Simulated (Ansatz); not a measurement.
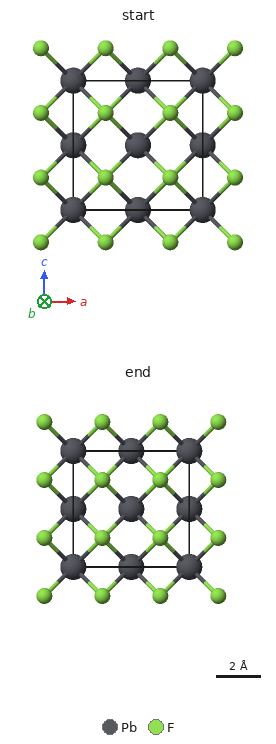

The structure of solid PbF2 (set up in Fm-3m) before (top) and after (bottom) a relaxation, at one scale.

The picture is a ball-and-stick view of the conventional cell (4 times the calculation's cell), seen along the b axis. Lengths and directions refer to the drawn axes.

Case: relaxed at 50 GPa.

Computed with Ansatz 0.2.0, DFT PBE+D3(BJ), scalar-relativistic, plane waves, PAW. Settings: plane-wave cutoff 420 eV; k-point mesh 8 × 8 × 8; occupations fixed; target pressure 50 GPa; no spin polarisation; cell and atoms relaxed; force threshold 0.001 eV/Å; at most 60 steps.

Question: Describe what moved and what it gained.

Answer: No atom moves by more than 0.005 Å relative to the cell. The volume changes by −27.9 %, with a = b = c 5.962 → 5.345 Å (−10.3 %). Some distances before and after: F–Pb 2.582 → 2.315 Å. The space group stays Fm-3m (No. 225). The energy rises by 564 meV per atom in 5 accepted moves (7 points after the start). With the target pressure of 50 GPa, the enthalpy E + pV changes by −976 meV per atom. All forces vanish by symmetry, so only the cell relaxes. Pressure: 0.00 GPa at the start and 50.00 GPa at the end. At 2 points the geometry stayed and the basis and grid were re-selected for the new cell (energy shift of 3.1 meV per atom at most each time).
